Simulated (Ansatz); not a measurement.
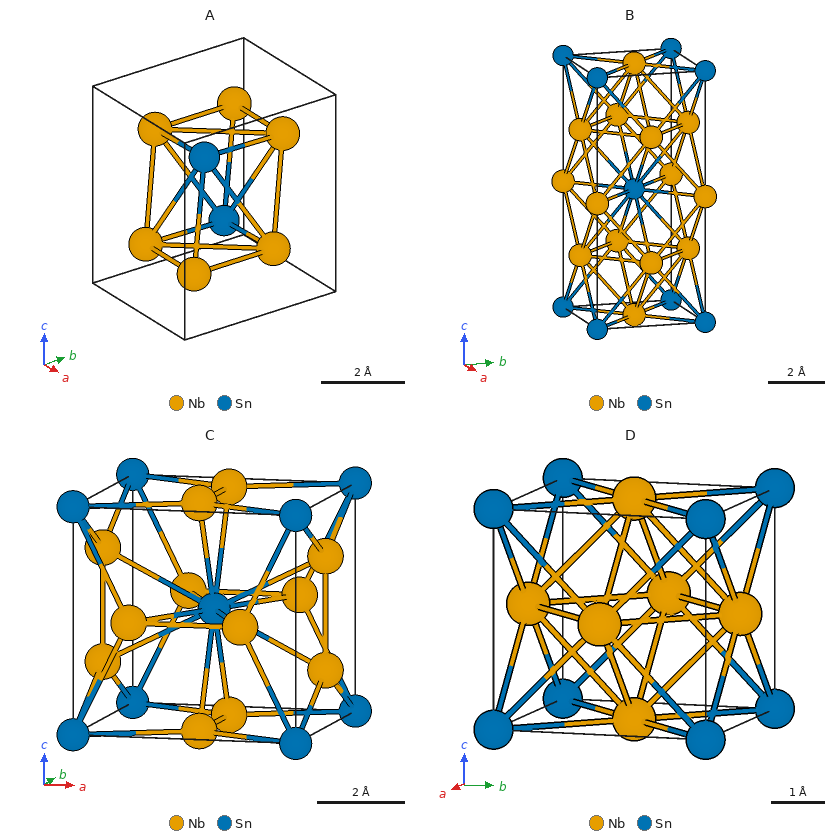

Four structures of Nb₃Sn, each relaxed to rest (conventional cells in solid outline, small ones repeated, each panel with its own scale). Method: DFT PBE, scalar-relativistic, plane waves, PAW (Ansatz 0.2.0), without spin polarisation.

Give the type and space group of each panel.

Answer. A: 8 atoms a cell on a primitive hexagonal lattice, P6_3/mmc; B: 8 atoms a cell on a body-centred tetragonal lattice, I4/mmm; C: Cr₃Si (A15) type, Pm-3n; D: Cu₃Au (L1₂) type, Pm-3m.

Which of these is lowest in energy, and how far above it do the others lie?

Answer. C, then D (+94 meV/atom), A (+109 meV/atom) and B (+170 meV/atom), energies at zero smearing.

Collect the results in a table.

Answer.
| panel | structure | E − E(lowest) (meV/atom) | volume (Å³/atom) | gap (eV) |
| --- | --- | --- | --- | --- |
| C | Pm-3n | 0 | 18.8 | metal |
| D | Pm-3m | 94 | 18.8 | metal |
| A | P6_3/mmc | 109 | 19.1 | metal |
| B | I4/mmm | 170 | 19.0 | metal |

Some of these may be structure types tried for this composition rather than known phases, and the most stable form need not be among them. Gaps are taken on the k-mesh or band path of each run.
